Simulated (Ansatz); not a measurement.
System: MoP, space group P-6m2 (No. 187).

Starting cell:
```
Mo P
1.0
     3.22300    0.00000    0.00000
    -1.61150    2.79120    0.00000
     0.00000    0.00000    3.19100
Mo P
1 1
Direct
  0.00000 0.00000 0.00000
  0.33333 0.66667 0.50000
```

Method: plane-wave DFT, no spin polarisation; energies at scaled volumes of the given cell, shape and fractions fixed, counted from the fit's minimum, third-order Birch-Murnaghan fit (Ansatz 0.2.0). Level: PBE0.

| setting | value |
| --- | --- |
| k mesh | 6×6×6 |
| occupations | Fermi–Dirac |
| smearing width | 0.05 eV |
| potentials | Ansatz PAW |
| wave cutoff | 420 eV |
| density cutoff | 1680 eV |

Describe the result: the energy and pressure against volume. The volume takes the values 13.49, 13.78, 14.07, 14.35, 14.64, 14.93, 15.21 Å³/atom.

A third-order Birch–Murnaghan fit gives V0 = 14.08 Å³/atom, B0 = 255 GPa and B′ = 4.3. The energy is 21.26 meV/atom at volume 13.49 Å³/atom and 63.24 meV/atom at 15.21 Å³/atom; the lowest computed point is at volume 14.07 Å³/atom (0.01 meV/atom), in a single well. The pressure falls from 11.99 GPa at volume 13.49 Å³/atom to −16.70 GPa at 15.21 Å³/atom, and changes sign near 14.08 Å³/atom.

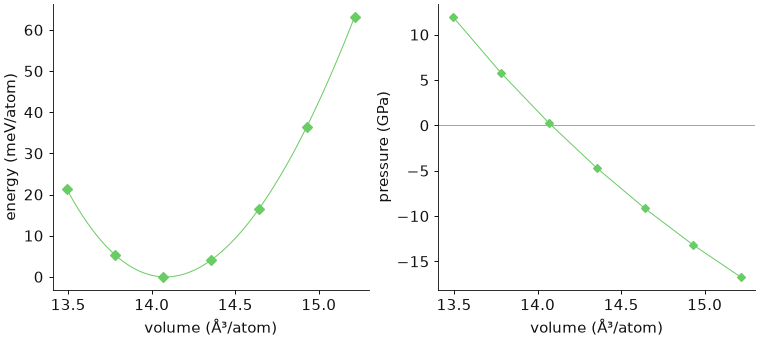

Note: shape and atomic fractions are frozen while scaling, which makes layered, chain and framework solids too stiff.
